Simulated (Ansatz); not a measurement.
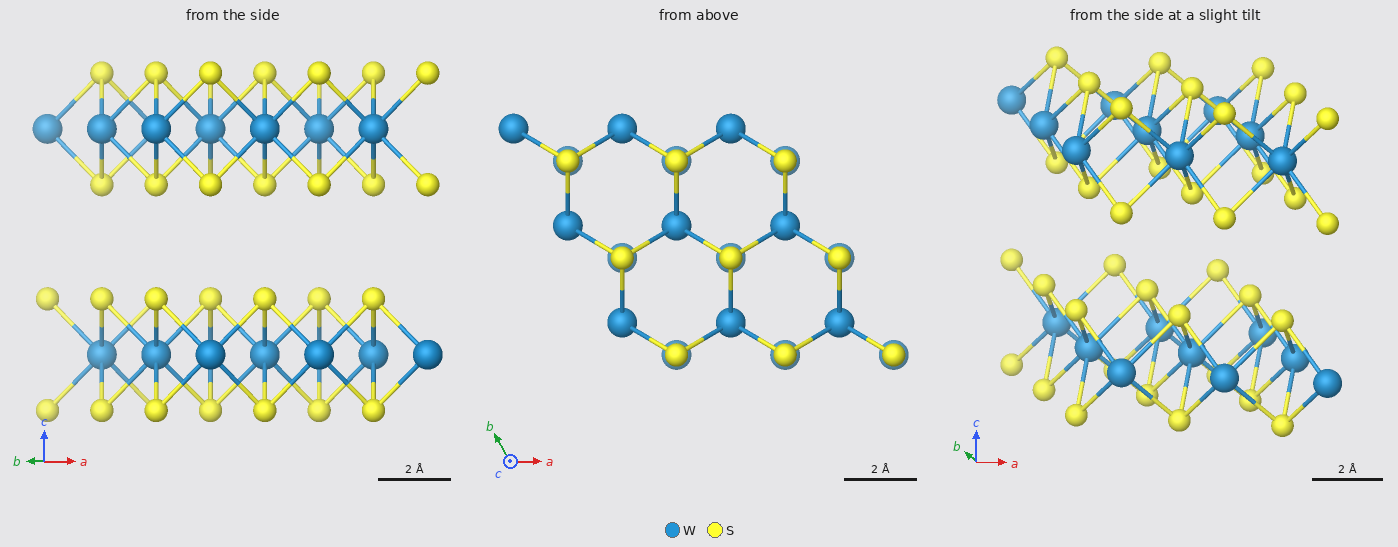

A ball-and-stick picture of a periodic slab, seen from the side, from above and from the side at a slight tilt. The surface normal points up in side views; the vacuum is left out. 3×3 cells are drawn in the plane, with atoms at the edges repeated.

The cell holds 2 W, 4 S.

Which species face the vacuum on either side?

Answer. The top face ends in S, the bottom face in S. The two faces are alike.

Estimate the thickness.

Answer. About 9 Å from the lowest to the highest atom.

How are the atomic planes stacked?

Answer. Six planes: S / W / S / S / W / S.

It goes back to a structure listed in the Materials Project. The cell was then strained or its atoms displaced on purpose. A calculation with Ansatz used it as input.
